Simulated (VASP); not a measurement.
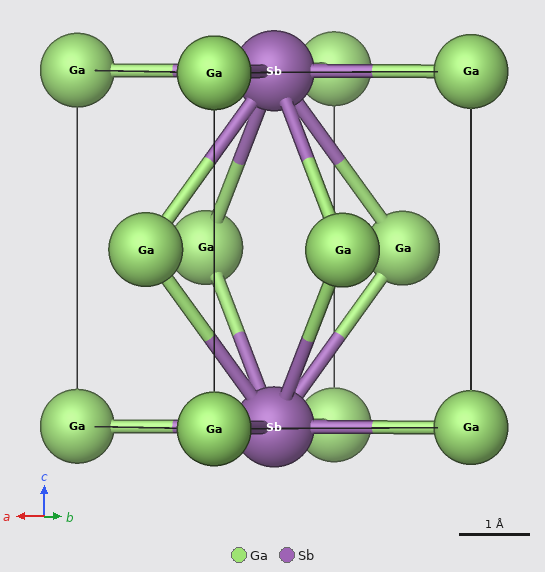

This is the input geometry for a relaxation of solid Ga3Sb (a generated structure, set up in P4/mmm). Style: ball-and-stick. Shown: the cell of the calculation, from a free direction.

The run lets cell and atoms move.

Method: VASP 6.6.1, Kohn-Sham DFT of a periodic cell, PBE, VASP PAW PBE potentials, recommended.

Input
```
PREC = Accurate ; ENCUT = 520
EDIFF = 1E-6 ; ISMEAR = 0
SIGMA = 0.1 ; LREAL = False
LASPH = True ; NELM = 120
ALGO = Normal ; ISIF = 3
LWAVE = False ; LCHARG = False
GGA = PE ; IBRION = 2
NSW = 90 ; EDIFFG = -0.01
KPAR = 4
```

Run as
```bash
cat potpaw_PBE.64/Ga_d/POTCAR potpaw_PBE.64/Sb/POTCAR > POTCAR
mpirun -np 4 vasp_std > vasp.out
```

The structure:
```xyz
4
Lattice="4.1620 0.0000 0.0000 0.0000 4.1620 0.0000 0.0000 0.0000 5.0940" Properties=species:S:1:pos:R:3 pbc="T T T"
Ga    0.0000    2.0810    2.5470
Ga    2.0810    0.0000    2.5470
Ga    0.0000    0.0000    0.0000
Sb    2.0810    2.0810    0.0000
```

Q: Where does the relaxation end?

A: The atoms keep their places relative to the cell (all moves are under 0.005 Å). The volume changes by −0.1 %, with a = b 4.162 → 4.277 Å (+2.8 %), c 5.094 → 4.817 Å (−5.4 %). Near-neighbour distances that change, for instance: Ga–Sb 2.943 → 3.024 Å, Ga–Sb 3.289 → 3.221 Å. The space group stays P4/mmm (No. 123). Over 3 geometry steps the energy falls by 52.5 meV per cell of the calculation. All forces vanish by symmetry, so only the cell relaxes. Pressure: 0.01 GPa at the start and −0.01 GPa at the end.

History of the run:

| step | E − E(0), meV/atom | pressure, GPa | volume, Å³/atom |
| --- | --- | --- | --- |
| 0 | 0.00 | 0.01 | 22.060 |
| 1 | -4.87 | 0.02 | 22.062 |
| 2 | -13.04 | -0.03 | 22.035 |
| 3 | -13.12 | -0.01 | 22.029 |

After the run, drawn alike:

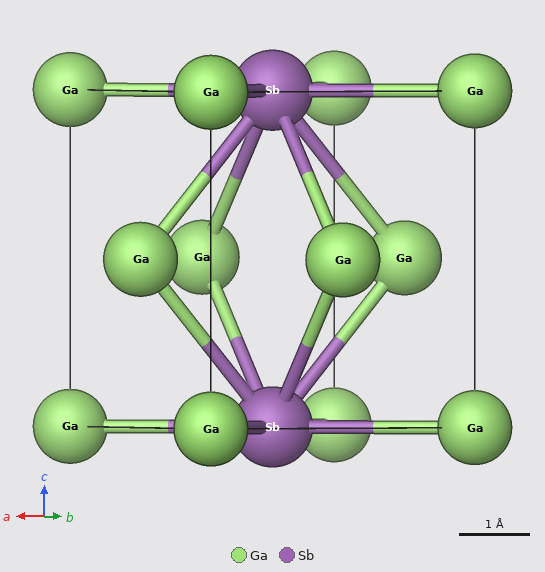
